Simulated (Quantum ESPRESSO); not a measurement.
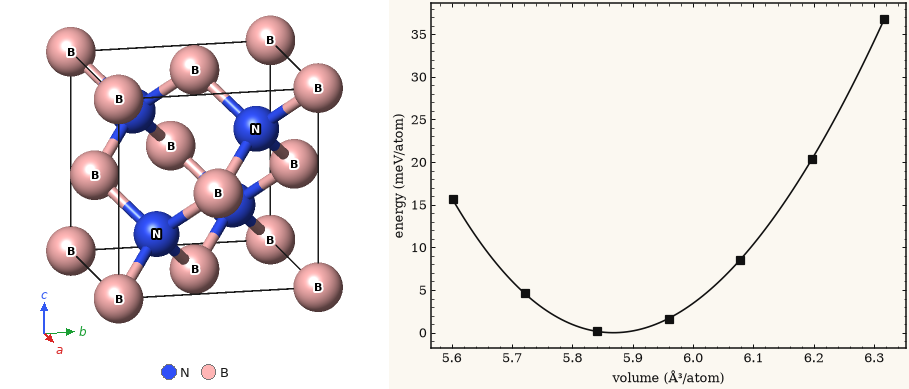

The picture above shows the energy against volume for BN, space group F-43m (No. 216). The conventional cell is drawn beside the plot.

Starting cell:
```
CELL_PARAMETERS angstrom
0.00000 1.81300 1.81300
1.81300 0.00000 1.81300
1.81300 1.81300 0.00000
ATOMIC_POSITIONS crystal
N 0.25000 0.25000 0.25000
B 0.00000 0.00000 0.00000
```

Method: plane-wave DFT, no spin polarisation; energies at scaled volumes of the given cell, shape and fractions fixed, counted from the fit's minimum, third-order Birch-Murnaghan fit (Quantum ESPRESSO 7.5). Level: PBEsol.

- k mesh: 13×13×13
- occupations: Fermi–Dirac
- smearing width: 0.05 eV
- potentials: PseudoDojo 0.4.1 SR PBEsol standard
- wave cutoff: 1143 eV
- density cutoff: 4572 eV

From this curve and the settings, what does the calculation give for the pressure at the same points?

The pressure falls from 19.49 GPa at volume 5.6017 Å³/atom to −24.79 GPa at 6.3168 Å³/atom, and changes sign near 5.87 Å³/atom.

```csv
volume (Å³/atom),pressure (GPa)
5.6017,19.49
5.7209,10.26
5.8401,1.87
5.9593,-5.77
6.0785,-12.71
6.1977,-19.04
6.3168,-24.79
```
